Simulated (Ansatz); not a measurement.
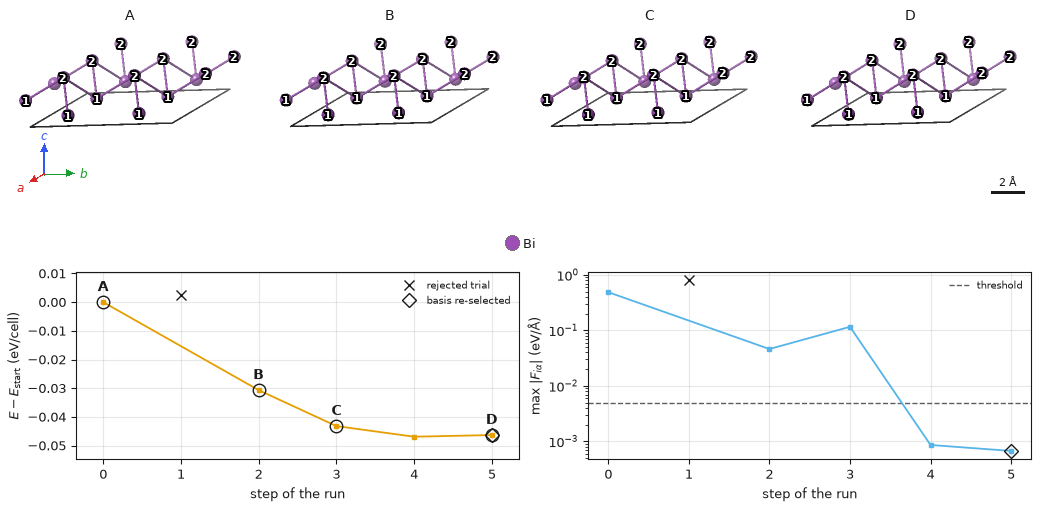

Frames of a relaxation of a slab of composition Bi, marked on the history of the run. A ball-and-stick model of the 2 × 2 repeat of the cell, outlined in the plane, without the vacuum, seen slightly off an axis.

Level of theory: DFT, LDA, plane waves, PAW in Ansatz.

Input file:
```yaml
crystal:
  lattice:
    - [4.3503262602, 0.0, 0.0]
    - [-2.1751631301, 3.7674930561, 0.0]
    - [0.0, 0.0, 27.0530695984]
  atoms:
    - { symbol: Bi, position: [0.3333333333, 0.6666666667, 0.3124841456] }
    - { symbol: Bi, position: [0.6666666667, 0.3333333333, 0.3760342028] }
  periodic: [true, true, false]
kpoints:
  mp_grid: { grid: [6, 6, 1] }
hamiltonian:
  xc: lda
scf:
  occupations: { method: fermi_dirac, width: 0.02 }
relax:
  f_tol: 0.005
  cell: {}
```

**Describe the path.**

After 3 accepted moves (5 points after the start) the energy has fallen by 46.3 meV per cell of the calculation. The largest force component goes from 0.49 to 0.00067 eV/Å. The line search rejected the trial step at point 1 of the run. The SCF was repeated once at an unchanged geometry on a basis and grid sized afresh for the cell, which shifted the energy by 0.6 meV per cell of the calculation at most. The largest moves relative to the cell and the layer's centre, 0.007 Å, are those of Bi1 and Bi2. Bi1 goes along the normal (+c). In the plane the drawn cell goes a 8.701 → 8.454 Å (−2.8 %), b 8.701 → 8.454 Å (−2.8 %). Among the contacts that change: Bi1–Bi2 3.044 → 2.977 Å. The run took 22 s on 1 × NVIDIA H100 80GB HBM3 with 2 threads of AMD EPYC 7R13 Processor (Zen 3) (shared host), peak memory 1.2 GiB. From step 0 to 2: Bi atoms move most (0.02 Å), energy −30.7 meV per cell of the calculation. From step 2 to 3: Bi atoms move most (0.02 Å), energy −12.5 meV per cell of the calculation. From step 3 to 5: energy −3.1 meV per cell of the calculation.

```csv
step,"E − E(0), meV/atom","largest force component, eV/Å",note
0,0.00,0.4887,
1,1.32,0.7973,rejected
2,-15.34,0.0462,
3,-21.61,0.1161,
4,-23.46,0.0009,
5,-23.16,0.0007,"same geometry, new basis"
```
